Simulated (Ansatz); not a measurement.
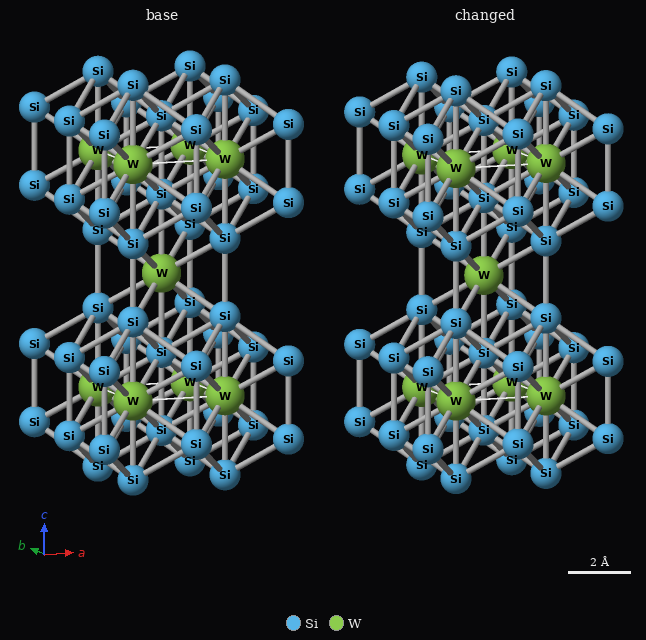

Left: a crystal of Si$_{2}$W (set up in I4/mmm). Right: the same structure after one change, at the same scale. The picture is a ball-and-stick view of the conventional cell (2 times the calculation's cell), seen from a free direction. Lengths and directions refer to the drawn axes.

Theory: Ansatz 0.2.0, DFT r2SCAN, scalar-relativistic, plane waves, PAW. (plane-wave cutoff 500 eV; k-point mesh 18 × 18 × 18; occupations gaussian; smearing width 0.1 eV; no spin polarisation)

Q: What was changed?

A: The volume is changed by −6.0 %. The cell's shape and the atoms are relaxed at that volume.

Q: How do the computed properties respond?

A: The energy rises by 39.1 meV per atom. The pressure goes from 0.0 to 16.5 GPa. It is metallic before and after. Cell: a = b 3.211 → 3.140 Å (−2.2 %), c 7.805 → 7.673 Å (−1.7 %). Volume −6.0 %. The largest moves relative to the cell, 0.007 Å, are those of Si atoms. W stays in place. Among the bonded contacts that change: Si–Si 2.629 → 2.566 Å, Si–W 2.612 → 2.560 Å, Si–Si 2.578 → 2.550 Å. The space group stays I4/mmm (No. 139).
